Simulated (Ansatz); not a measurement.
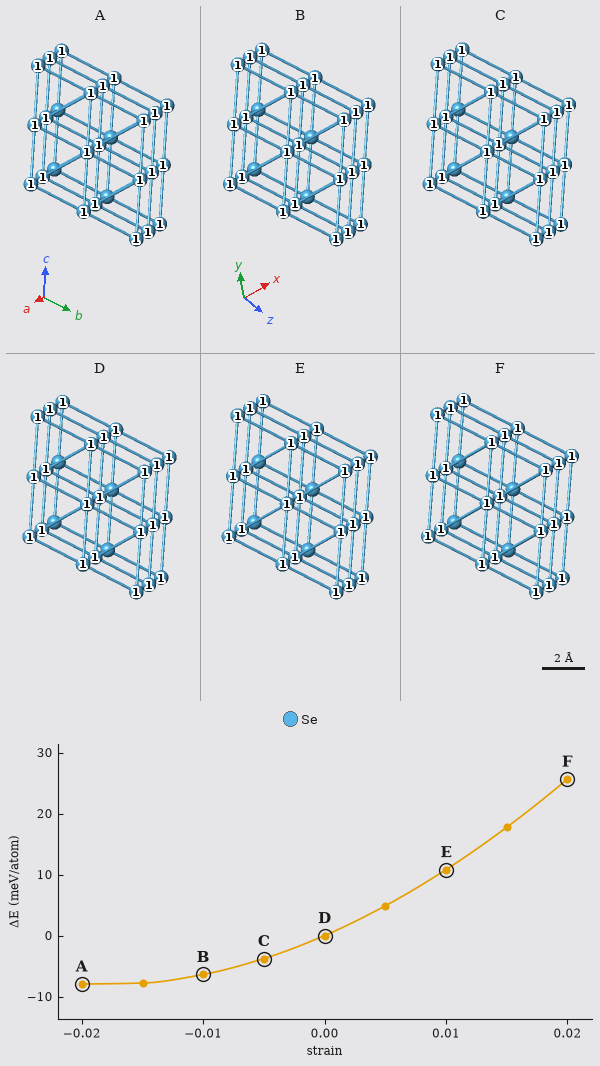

A scan of solid Se (Im-3m): the cell is strained equally along x and y, with the atoms kept at their fractional coordinates. x, y and z are the Cartesian axes of the input. The lettered frames are marked on the plot. A ball-and-stick model of the cell of the calculation, repeated 2 × 2 × 2 with one cell outlined, seen slightly off an axis.

Computed with Ansatz 0.2.0, DFT LDA, scalar-relativistic, plane waves, PAW. (plane-wave cutoff 420 eV; k-point mesh 20 × 20 × 20; occupations gaussian; smearing width 0.15 eV; no spin polarisation). Energies (free energies at the smearing named) are counted from the cell as listed in its source, which wasn't relaxed.

> What does the scan show?

The lowest computed point lies at the strain −0.02 (−7.9 meV/atom). The unrelaxed reference is under a pressure of −3.5 GPa, which tilts the curve. The distortion takes the space group from Im-3m to I4/mmm. At the strain −0.02 the cell of the drawing goes a 2.950 → 2.911 Å, b 2.950 → 2.911 Å, c 2.950 → 2.911 Å, α 109.5° → 110.0°, β 109.5° → 110.0°, γ 109.5° → 108.4°.
